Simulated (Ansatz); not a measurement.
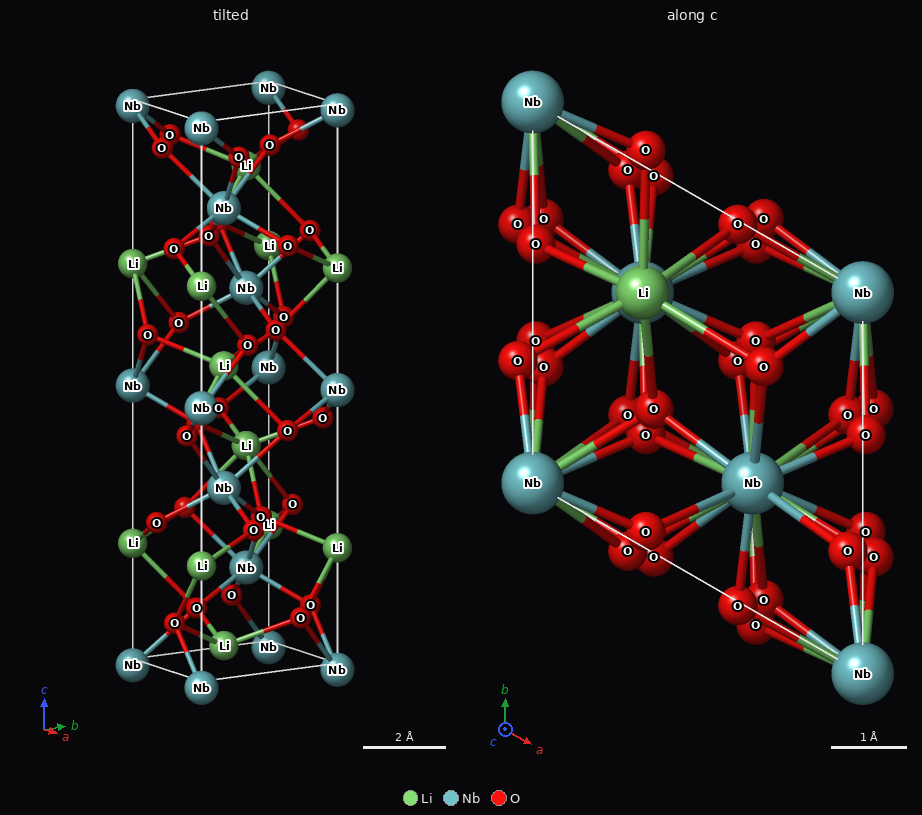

Ball-and-stick representation of a periodic structure, projected slightly off an axis and along the c axis. Lines trace the edges of the conventional unit cell.

LiNbO$_{3}$, space group R3c (No. 161), a = 5.137 Å, b = 5.137 Å, c = 13.884 Å, α = 90.00°, β = 90.00°, γ = 120.00°. The model was built from a structure listed in the Materials Project. Earlier steps of the study may have refined or changed the cell and positions. It went into a calculation with Ansatz.

This one geometry was computed with Ansatz (DFT, plane waves, PAW) at five levels of theory: PBE0, PBE, r2SCAN, PBE with spin-orbit coupling and HSE06. It was relaxed beforehand with r2SCAN.

Which level gives the highest pressure at this volume, and what does that say about its equilibrium volume?

Answer. Highest: PBE (4.3 GPa) and PBE with spin-orbit coupling (4.2 GPa), which points to the largest equilibrium volume. Lowest, with the smallest volume: PBE0 (-2.9 GPa) and HSE06 (-2.9 GPa). Levels within 0.5 GPa of each other can't be told apart.

How does the band gap change with the level of theory?

Answer. PBE with spin-orbit coupling: a gap of 3.55 eV, indirect; PBE: a gap of 3.59 eV, indirect; r2SCAN: a gap of 4.00 eV, indirect; HSE06: a gap of 5.03 eV, indirect; PBE0: a gap of 5.79 eV, indirect.

Collect the results in a table.

Answer.
| level | cutoff (eV) | k-mesh of the run's cell | gap (eV) | pressure (GPa) |
| --- | --- | --- | --- | --- |
| PBE0 | 420 | 4×4×2 | 5.79 | -2.9 |
| PBE | 420 | 6×6×4 | 3.59 | 4.3 |
| r2SCAN | 500 | 6×6×4 | 4.00 | 0.0 |
| PBE with spin-orbit coupling | 420 | 6×6×4 | 3.55 | 4.2 |
| HSE06 | 420 | 4×4×2 | 5.03 | -2.9 |

Gaps are taken on the k-mesh or band path of each run.
